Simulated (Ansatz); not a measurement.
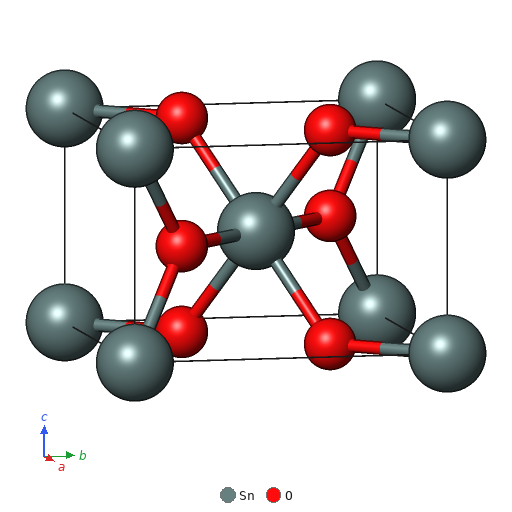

System: a slab cut from SnO₂ (slab content Sn₈O₂₀), space group P4_2/mnm (No. 136). The picture shows the bulk cell.

Structure:
```yaml
crystal:
  lattice:
    - [4.76897, 0.00000, 0.00000]
    - [0.00000, 4.76897, 0.00000]
    - [0.00000, 0.00000, 3.21207]
  atoms:
    - { symbol: Sn, position: [0.00000, 0.00000, 0.00000] }
    - { symbol: Sn, position: [0.50000, 0.50000, 0.50000] }
    - { symbol: O, position: [0.30628, 0.30628, 0.00000] }
    - { symbol: O, position: [0.19372, 0.80628, 0.50000] }
    - { symbol: O, position: [0.69372, 0.69372, 0.00000] }
    - { symbol: O, position: [0.80628, 0.19372, 0.50000] }
```

One of the inputs:
```
crystal:
  lattice:
    - [4.768968947, 0.0, 0.0]
    - [0.0, 5.7498215922, 0.0]
    - [0.0, 0.0, 26.6887156794]
  atoms:
    - { symbol: O, position: [0.6937234954, 0.2106948558, 0.2810176439] }
    - { symbol: O, position: [0.8062765046, 0.7106948558, 0.2810176439] }
    - { symbol: O, position: [0.1937234954, 0.97722881, 0.3196934639] }
    - { symbol: O, position: [0.3062765046, 0.47722881, 0.3196934639] }
    - { symbol: Sn, position: [0.0, 0.6879236658, 0.3502666654] }
    - { symbol: Sn, position: [0.5, 0.1879236658, 0.3502666654] }
    - { symbol: O, position: [0.6937234954, 0.8986185217, 0.380839867] }
    - { symbol: O, position: [0.8062765046, 0.3986185217, 0.380839867] }
    - { symbol: O, position: [0.1937234954, 0.6651524759, 0.4195156869] }
    - { symbol: O, position: [0.3062765046, 0.1651524759, 0.4195156869] }
    - { symbol: Sn, position: [0.0, 0.3758473317, 0.4500888885] }
    - { symbol: Sn, position: [0.5, 0.8758473317, 0.4500888885] }
    - { symbol: O, position: [0.6937234954, 0.5865421875, 0.48066209] }
    - { symbol: O, position: [0.8062765046, 0.0865421875, 0.48066209] }
    - { symbol: O, position: [0.1937234954, 0.3530761417, 0.51933791] }
    - { symbol: O, position: [0.3062765046, 0.8530761417, 0.51933791] }
    - { symbol: Sn, position: [0.0, 0.0637709975, 0.5499111115] }
    - { symbol: Sn, position: [0.5, 0.5637709975, 0.5499111115] }
    - { symbol: O, position: [0.6937234954, 0.2744658533, 0.5804843131] }
    - { symbol: O, position: [0.8062765046, 0.7744658533, 0.5804843131] }
    - { symbol: O, position: [0.1937234954, 0.0409998075, 0.619160133] }
    - { symbol: O, position: [0.3062765046, 0.5409998075, 0.619160133] }
    - { symbol: Sn, position: [0.0, 0.7516946634, 0.6497333346] }
    - { symbol: Sn, position: [0.5, 0.2516946634, 0.6497333346] }
    - { symbol: O, position: [0.6937234954, 0.9623895192, 0.6803065361] }
    - { symbol: O, position: [0.8062765046, 0.4623895192, 0.6803065361] }
    - { symbol: O, position: [0.1937234954, 0.7289234734, 0.7189823561] }
    - { symbol: O, position: [0.3062765046, 0.2289234734, 0.7189823561] }
basis:
  ecutwfc: 420
kpoints:
  mp_grid: { grid: [6, 5, 1] }
hamiltonian:
  xc: pbesol
scf:
  occupations: { method: gaussian, width: 0.05 }
output:
  forces: true
  eigenvalues: true
  write_density: true
  write_potential: true
  elf: true
  volumetric_format: npy
relax:
  adjacent_minimum: "off"
  f_tol: 0.02
  max_steps: 60
efield:
  axis: 3
  dipole_correction: true
  ramp_width: 0.04
```

Command:
```bash
ansatz run input.yaml --threads 4 --pin off --max-ram 10240MiB --backend cpu --events-out ev --progress --plain --runs-dir out
```

Calculation (Ansatz 0.2.0): spacing and rumpling of the atomic planes of a slab cut from the relaxed bulk cell along the Miller plane (conventional indices), bottom to top, after all atoms relax, plane waves with PAW datasets, Γ-centred k mesh. Level: PBEsol, no spin polarisation.

```json
{"setting": "space group in which the indices count", "value": "136"}
{"setting": "Miller index h", "value": "1"}
{"setting": "Miller index k", "value": "0"}
{"setting": "Miller index l", "value": "1"}
{"setting": "top plane", "value": "O"}
{"setting": "bottom plane", "value": "O"}
{"setting": "planes", "value": "14"}
{"setting": "surface cell", "value": "(1, 1)"}
{"setting": "slab thickness as cut", "value": "11.69 Å"}
{"setting": "vacuum", "value": "15 Å"}
{"setting": "surface area", "value": "27.42 Å²"}
{"setting": "surface a", "value": "4.769 Å"}
{"setting": "surface b", "value": "5.75 Å"}
{"setting": "surface angle", "value": "90 °"}
{"setting": "slab atoms", "value": "28"}
{"setting": "excess atoms", "value": "O4"}
{"setting": "wave cutoff", "value": "420 eV"}
{"setting": "k mesh", "value": "6×5×1"}
{"setting": "occupations", "value": "Gaussian"}
{"setting": "smearing width", "value": "0.05 eV"}
{"setting": "boundary", "value": "dipole corrected"}
```

Predict the spacing change of each pair of planes. The cases: 1–2; 2–3; 3–4; 4–5; 5–6; 6–7; 7–8; 8–9; 9–10; 10–11; 11–12; 12–13; 13–14.

The least value, −0.404 Å, is that of 1–2 and 13–14, and the largest, 0.074 Å, that of 7–8. In rising order: 1–2 (−0.404), 13–14 (−0.404), 6–7 (−0.053), 8–9 (−0.053), 2–3 (−0.038), 12–13 (−0.038), 4–5 (−0.037), 10–11 (−0.037), 5–6 (0.039), 9–10 (0.039), 3–4 (0.070), 11–12 (0.070), 7–8 (0.074), in Å. The spacing to next, in Å, is 0.629 for 1–2, 0.778 for 2–3, 0.886 for 3–4, 0.996 for 4–5, 0.855 for 5–6, 0.763 for 6–7, 1.106 for 7–8, 0.763 for 8–9, 0.855 for 9–10, 0.996 for 10–11, 0.886 for 11–12, 0.778 for 12–13 and 0.628 for 13–14. The content of the two planes is O2 and O2 for 1–2, O2 and Sn2 for 2–3, Sn2 and O2 for 3–4, O2 and O2 for 4–5, O2 and Sn2 for 5–6, Sn2 and O2 for 6–7, O2 and O2 for 7–8, O2 and Sn2 for 8–9, Sn2 and O2 for 9–10, O2 and O2 for 10–11, O2 and Sn2 for 11–12, Sn2 and O2 for 12–13 and O2 and O2 for 13–14.

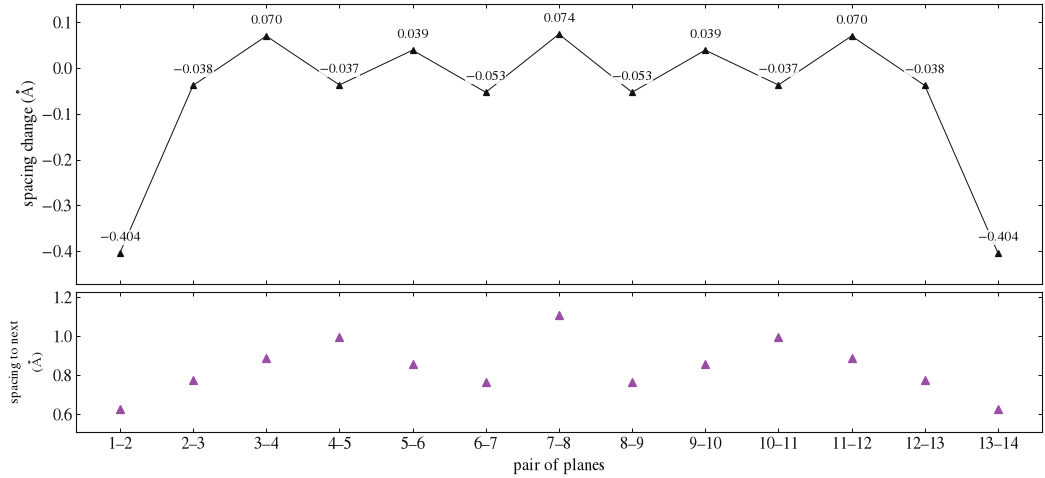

Limits of the calculation: a crossing between the sampled k points may be missed; odd k mesh can miss points on the zone edge; polar or open-shell cut of an insulator, not reconstructed; xc potential rough in thin density.
